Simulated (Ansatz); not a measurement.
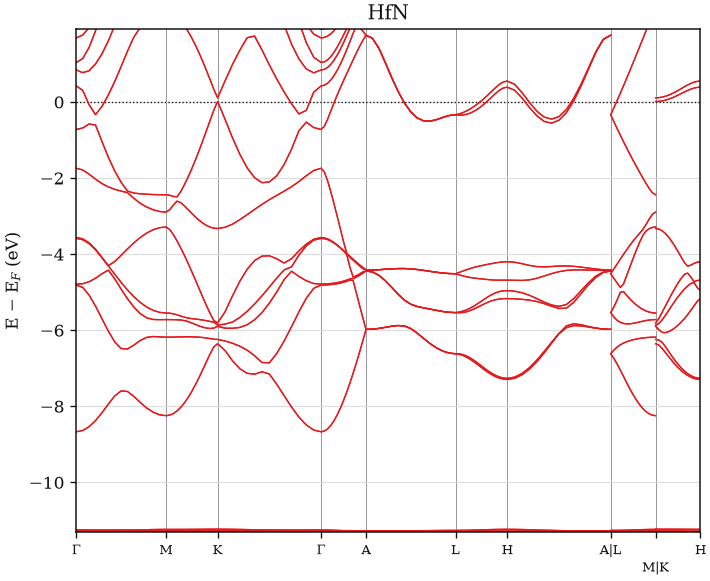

Band structure of NiAs-type HfN, space group P6_3/mmc (No. 194), 4 atoms in the cell (a = 3.134 Å, c = 5.417 Å (hexagonal axes)). Method: PBEsol, Ansatz PAW, spin-orbit coupling, no magnetisation, 10×10×5 k mesh, 420 eV cutoff, Fermi-Dirac smearing of 0.05 eV (Ansatz 0.2.0). Energies are counted from the Fermi level.

A metal: 4 spinor bands cross the Fermi level along this path (the two partners of a degenerate pair count as two). At H the nearest levels lie 4.20 eV below and 0.39 eV above the Fermi level.

The PAW data sets were made with another functional. The usual form of HfN is rocksalt.
